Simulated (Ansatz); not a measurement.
Run report: SiO$_{2}$, single-point calculation

System: SiO$_{2}$ (I-42d, 12 atoms in the cell).
Method: DFT LDA, scalar-relativistic, plane waves, PAW, no spin polarisation (Ansatz 0.2.0).

The structure derives from a Materials Project entry. It belongs to a series of runs on one base structure; here: the same crystal in its conventional cell.

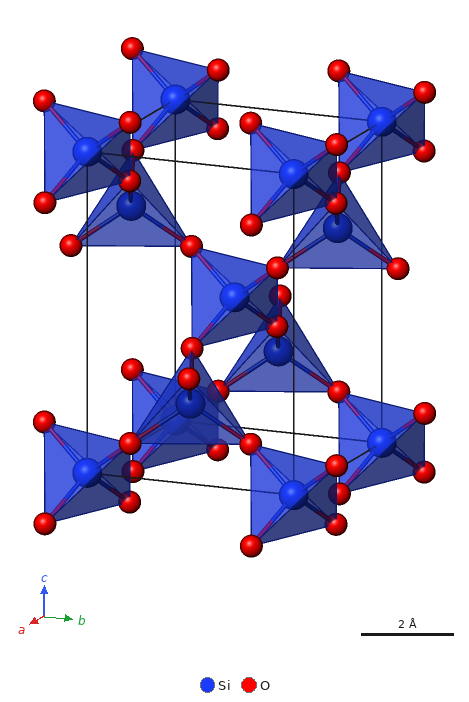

The input geometry (polyhedral view of the cell of the calculation, seen slightly off an axis; polyhedra are completed across the faces of the cell).

## Summary

| quantity | value |
| --- | --- |
| outcome | converged |
| space group (tolerance 0.01 Å) | I-42d (122) |
| electrons treated | 64 |
| free energy | −6890.7474 eV |
| Fermi energy | 3.427 eV |
| gap on the k-point mesh | 5.76 eV |
| pressure | 0.00 GPa |
| largest force (length of the vector) | 0.002 eV/Å |
| hardware | 1 thread of Oxide Virtual Turin-like (Zen 5), 32 GiB of memory available, shared host |
| wall time | 23 s |
| peak memory | 0.47 GiB |

## Input file
```yaml
crystal:
  lattice:
    - [4.9288870751, 0.0, 0.0]
    - [0.0, 4.9288870751, 0.0]
    - [0.0, 0.0, 7.2888059817]
  atoms:
    - { symbol: Si, position: [0.0, 0.0, 0.0] }
    - { symbol: Si, position: [0.0, 0.5, 0.25] }
    - { symbol: Si, position: [0.5, 0.5, 0.5] }
    - { symbol: Si, position: [0.5, 0.0, 0.75] }
    - { symbol: O, position: [0.0985467053, 0.25, 0.125] }
    - { symbol: O, position: [0.25, 0.5985467053, 0.375] }
    - { symbol: O, position: [0.75, 0.4014532947, 0.375] }
    - { symbol: O, position: [0.9014532947, 0.75, 0.125] }
    - { symbol: O, position: [0.5985467053, 0.75, 0.625] }
    - { symbol: O, position: [0.75, 0.0985467053, 0.875] }
    - { symbol: O, position: [0.25, 0.9014532947, 0.875] }
    - { symbol: O, position: [0.4014532947, 0.25, 0.625] }
basis:
  ecutwfc: 420
kpoints:
  mp_grid: { grid: [6, 6, 4] }
hamiltonian:
  xc: lda
scf:
  occupations: { method: gaussian, width: 0.02 }
output:
  forces: true
  stress: true
  eigenvalues: true
  write_density: true
  write_potential: true
  elf: true
  volumetric_format: npy
```

Launched with:
```bash
ansatz run input.yaml --threads 1 --pin off --max-ram 2560MiB --backend cpu --events-out ev --progress --plain --runs-dir out
```

## The program's output
```
Engine: ansatz 0.2.0, x86_64-unknown-linux-gnu
Pseudopotentials: kind: paw
Pseudopotential: Si, paw, valence charge 4, recommended cutoff 420 eV (normal), Si.paw.azcp
Pseudopotential: O, paw, valence charge 6, recommended cutoff 420 eV (normal), O.paw.azcp
Functional definition: SPW92
  exchange = slater_x
  correlation = pw_c
Crystal: 12 atoms, lattice volume = 177.074 Å³
Basis set: ecut = 420 eV, 3445 PW (Γ)
Bands: 44, of which v1, the nominal top of the filled ones, is band 32 counted from 1 (31 counted from 0)
Symmetry: 16 space group operations
Space group: I-42d (ITA 122), of the structure as read, at distance tolerance 5.6e-5 Å
k-points: 30 of 144 (time reversal used)
Non-local potential: Si, projectors of the file, l = 0: 2, l = 1: 2, l = 2: 2
Non-local potential: O, projectors of the file, l = 0: 2, l = 1: 2, l = 2: 1
PAW form: soft (Blöchl's): semilocal exchange-correlation on the pseudo side does not see the compensation charge
PAW frozen core: Si, regenerated for the run's functional, and the local potential with it (the file was generated under x = pbe(κ = 0.804, μ = 0.2195149727645171), c = pbe(β = 0.06672455060314922))
PAW frozen core: O, regenerated for the run's functional, and the local potential with it (the file was generated under x = pbe(κ = 0.804, μ = 0.2195149727645171), c = pbe(β = 0.06672455060314922))
PAW one-centre angular grid: Si, 110 points (default); XC on 64 Gauss nodes
PAW one-centre angular grid: O, 110 points (default); XC on 64 Gauss nodes
Initial density: superposition of atomic densities (neutral atoms: chi_scale 0, normalization atom), corrected by the library's trained network
Initial wavefunctions: pseudopotential atomic-orbital guess
Functional: x = slater, c = lda
SCF iter   1: F=—  HF=-6890.810344 eV  |F-HF|=—  |Δ(HF+E_count)|=         —  Δρ=1.17e-2  dr2=2.15e-1  ethr=1.77e-3  ⟨swp⟩=7.8  Hψ=6946  notcnv=0  defer=12
preconditioner: auto → Resta (q_TF=auto, 2.303 Å⁻¹)  ε∞=2.9  [insulator: Δε(μ)=5.603 eV  Ē_g=16.351 eV  σ=0.020 eV  W_gap=1.00  n_scr=36 (ndim 8)  ℏωp=22.3 eV  f_vac=0.248  D(μ)=0.00/eV (n_scr^D=0)  ε∞_Penn≈2.9]
SCF iter   2: F=—  HF=-6890.749535 eV  |F-HF|=—  |Δ(HF+E_count)|=   6.08e-2  Δρ=3.20e-3  dr2=5.78e-3  ethr=3.36e-4  ⟨swp⟩=2.5  Hψ=2495  notcnv=0  defer=156
SCF iter   3: F=—  HF=-6890.747942 eV  |F-HF|=—  |Δ(HF+E_count)|=   1.59e-3  Δρ=1.43e-3  dr2=1.97e-3  ethr=9.03e-6  ⟨swp⟩=2.8  Hψ=2165  notcnv=0  defer=156
SCF iter   4: F=—  HF=-6890.747384 eV  |F-HF|=—  |Δ(HF+E_count)|=   5.58e-4  Δρ=3.21e-4  dr2=1.49e-4  ethr=3.07e-6  ⟨swp⟩=1.0  Hψ=1164  notcnv=0  defer=156
SCF iter   5: F=—  HF=-6890.747371 eV  |F-HF|=—  |Δ(HF+E_count)|=   1.30e-5  Δρ=3.71e-5  dr2=3.00e-6  ethr=2.32e-7  ⟨swp⟩=2.0  Hψ=1768  notcnv=0  defer=156
SCF iter   6: F=—  HF=-6890.747380 eV  |F-HF|=—  |Δ(HF+E_count)|=   8.85e-6  Δρ=6.36e-6  dr2=6.41e-8  ethr=1.56e-10  ⟨swp⟩=14.9  Hψ=10659  notcnv=0
SCF iter   7: F=-6890.747380 eV  HF=-6890.747380 eV  |F-HF|=2.73e-9  |Δ(HF+E_count)|=   6.63e-8  Δρ=8.58e-7  dr2=1.01e-9  ethr=1.00e-10  ⟨swp⟩=6.1  Hψ=7787  notcnv=0
SCF 1 converged in 7 iterations: F = -6890.747380 eV  dr2 = 1.01e-9
  greatest PAW one-centre occupation: 0.858 electrons in one spin orbital (limit 2), on the O atom at site 10 (counted from 0), in its partial waves of l = 0
```

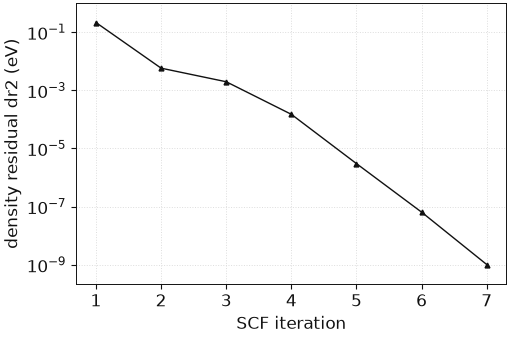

Convergence of the self-consistent field: density residual dr2 against the SCF iteration. The residual falls at every step.

```
SCF converged after 7 iterations
Free energy (F): -6890.747380 eV
Harris-Foulkes:  -6890.747380 eV  (|F-HF|=2.73e-9)
Internal energy: -6890.747380 eV  (E = F + TS)
E sigma→0 (E₀):  -6890.747380 eV
Fermi energy:    3.427115 eV
--- Per-component energies (eV) ---
  E_band       = -390.235494
  E_kinetic    = 1603.092432
  E_local      = -4668.311927  (includes V_loc(G=0)·N_el)
  E_nonlocal   = 502.612884
  E_hartree    = 1715.226261
  E_xc         = -803.054469
  E_vxc        = -939.737323  (∫ρ·V_xc dr)
  E_paw        = -3132.507100  (= ΣΔE_a)
  E_vpaw       = -318.365430  (= ΣTr[D̂ρ^β])
  E_aug_tail   = 0.021314  (compensation charges beyond the density's cutoff)
  E_ewald      = -2108.939469
  E_core_change = 1.112695  (= ΣΔE_core)
  E_smearing   = -0.000000  (= −TS)
  E_closure    = 0.000000  (closes the sum)
  Σ components = -6890.747380   (vs F -6890.747380, Δ=0.00e0)
--- Forces (eV/Å), atoms counted from 1 ---
  atom   1  Si    -0.00000000     0.00000000    -0.00000000
  atom   2  Si    -0.00000000    -0.00000000     0.00000000
  atom   3  Si    -0.00000000     0.00000000     0.00000000
  atom   4  Si    -0.00000000    -0.00000000     0.00000000
  atom   5  O      0.00229448     0.00000000     0.00000000
  atom   6  O      0.00000000     0.00229448     0.00000000
  atom   7  O      0.00000000    -0.00229448     0.00000000
  atom   8  O     -0.00229448     0.00000000     0.00000000
  atom   9  O      0.00229448     0.00000000     0.00000000
  atom  10  O      0.00000000     0.00229448     0.00000000
  atom  11  O      0.00000000    -0.00229448    -0.00000000
  atom  12  O     -0.00229448     0.00000000    -0.00000000
  max |Σ_I F_I| component: 1.15e-17 eV/Å
--- Stress (GPa, compression-positive) ---
        0.011944       0.000000       0.000000
        0.000000       0.011944      -0.000000
        0.000000      -0.000000      -0.036073
  P = ⅓ Tr σ = -0.0041 GPa (-0.041 kbar)
--- Band table (eV; the first three rows and the last of 30) ---
  k-point 0: bands = ["-18.4607", "-17.5026", "-17.5026", "-16.3142", "-16.3142", "-16.2761", "-16.2761", "-16.2139", "-8.7114", "-6.5312", "-6.5312", "-5.0264", "-5.0264", "-4.7512", "-4.4226", "-4.4226", "-2.0397", "-2.0090", "-2.0090", "-1.6034", "-1.5780", "-1.5780", "-1.0731", "-1.0731", "-1.0156", "-0.9506", "-0.9506", "-0.1554", "0.2333", "0.2333", "0.5477", "0.5477", "6.3065", "9.1832", "9.2808", "9.2808", "10.6114", "10.6114", "11.1171", "11.1171", "11.2267", "12.1710", "12.1710", "12.2765"]
  k-point 1: bands = ["-18.3947", "-17.8953", "-17.0652", "-16.3324", "-16.3087", "-16.3087", "-16.2817", "-16.2817", "-8.5284", "-7.3192", "-5.7924", "-4.9515", "-4.9515", "-4.8669", "-4.5285", "-4.5285", "-1.9612", "-1.9563", "-1.8795", "-1.6639", "-1.4736", "-1.4736", "-1.3577", "-1.1932", "-1.1208", "-1.1208", "-0.5756", "-0.1817", "0.2650", "0.2650", "0.4870", "0.4870", "6.6149", "8.4303", "9.2773", "9.6076", "10.6452", "10.6452", "10.9693", "10.9693", "11.2855", "11.8230", "12.3443", "12.4869"]
  k-point 2: bands = ["-18.2014", "-18.2014", "-16.6464", "-16.6464", "-16.2953", "-16.2953", "-16.2953", "-16.2953", "-8.0275", "-8.0275", "-5.2171", "-5.2171", "-4.7550", "-4.7550", "-4.7550", "-4.7550", "-1.8189", "-1.8189", "-1.7095", "-1.7095", "-1.5659", "-1.5659", "-1.2694", "-1.2694", "-1.2694", "-1.2694", "-0.3092", "-0.3092", "0.3609", "0.3609", "0.3609", "0.3609", "7.4155", "7.4155", "9.4925", "9.4925", "10.7618", "10.7618", "10.7618", "10.7618", "11.4863", "11.4863", "12.4530", "12.4530"]
  k-point 29: bands = ["-17.5106", "-17.5106", "-17.5106", "-17.5106", "-16.2933", "-16.2933", "-16.2933", "-16.2933", "-6.6991", "-6.6991", "-6.6991", "-6.6991", "-4.3943", "-4.3943", "-4.3943", "-4.3943", "-2.2697", "-2.2697", "-2.2697", "-2.2697", "-1.3244", "-1.3244", "-1.3244", "-1.3244", "-0.4729", "-0.4729", "-0.4729", "-0.4729", "0.1091", "0.1091", "0.1091", "0.1091", "9.8887", "9.8887", "9.8887", "9.8887", "9.9449", "9.9449", "9.9449", "9.9449", "11.7031", "11.7031", "11.7031", "11.7031"]
```

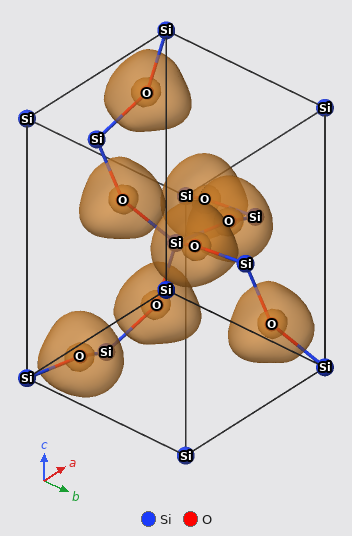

Isosurface of the ELF at 0.65 (orange), seen at an oblique angle. Core shells and regions of very low density are left out. Sticks mark near contacts. The outline is the cell set on symmetry axes. Values along the shortest contacts: Si–O (1.61 Å): the ELF peaks at about 0.85 between the atoms (a polar covalent bond). Core electrons are frozen (PAW), so the fields are smoothed inside the atomic spheres.

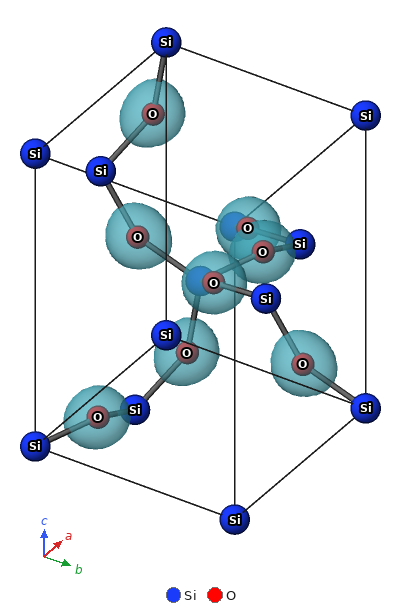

Isosurface of the valence electron density at 1.5 e/Å³ (cyan), seen at an oblique angle. Sticks mark near contacts. The outline is the cell set on symmetry axes. At this value the density breaks into separate islands; it holds about 50 % of the electrons treated as valence. It is pinched off along the Si–O (1.61 Å) contacts. On the grid the lowest density along these lines, outside the cores, is 1.1 e/Å³ (Si–O, 1.61 Å).
